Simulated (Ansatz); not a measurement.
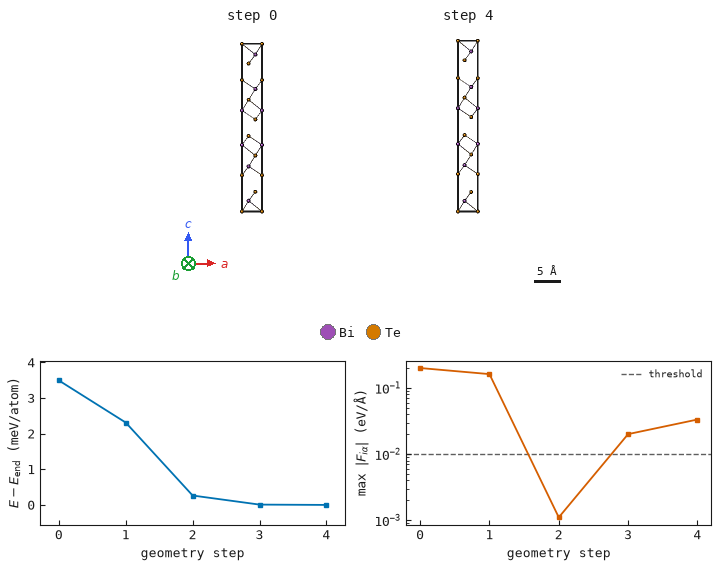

First and last geometry of a relaxation of solid Bi$_{2}$Te$_{3}$ (set up in R-3m), with the history of the run. A ball-and-stick model of the conventional cell (3 times the calculation's cell), seen along the b axis. Lengths and directions refer to the drawn axes.

Case: volume × 1.03, shape and atoms relaxed.

Theory: DFT PBE, scalar-relativistic, plane waves, PAW (Ansatz). Set-up: plane-wave cutoff 420 eV; k-point mesh 12 × 12 × 12; occupations gaussian; smearing width 0.02 eV; no spin polarisation; cell relaxed at fixed volume; force threshold 0.01 eV/Å; at most 30 steps.

Read the history and describe the run.

The run was cut off at its time limit before the relaxation converged, so the last structure is only a point on the way. The largest moves relative to the cell, 0.11 Å, are those of Te atoms. By element the largest moves are Te 0.11 Å, Bi 0.05 Å. The drawn cell changes at constant volume: a = b 4.491 → 4.449 Å (−0.9 %), c 32.487 → 33.103 Å (+1.9 %). Among the contacts that change: Bi–Te 3.120 → 3.087 Å, Bi–Te 3.321 → 3.295 Å. The space group stays R-3m (No. 166). The energy falls by 3.5 meV per atom in 4 geometry steps. Largest force component: 0.2 eV/Å at the start, 0.033 eV/Å at the end. Pressure: −1.21 GPa at the start and −0.18 GPa at the end.

```json
{"step": "0", "E − E(0), meV/atom": "0.00", "largest force component, eV/Å": "0.2007", "pressure, GPa": "-1.21"}
{"step": "1", "E − E(0), meV/atom": "-1.18", "largest force component, eV/Å": "0.1624", "pressure, GPa": "0.17"}
{"step": "2", "E − E(0), meV/atom": "-3.23", "largest force component, eV/Å": "0.0011", "pressure, GPa": "-0.36"}
{"step": "3", "E − E(0), meV/atom": "-3.49", "largest force component, eV/Å": "0.0201", "pressure, GPa": "-0.26"}
{"step": "4", "E − E(0), meV/atom": "-3.49", "largest force component, eV/Å": "0.0334", "pressure, GPa": "-0.18"}
```
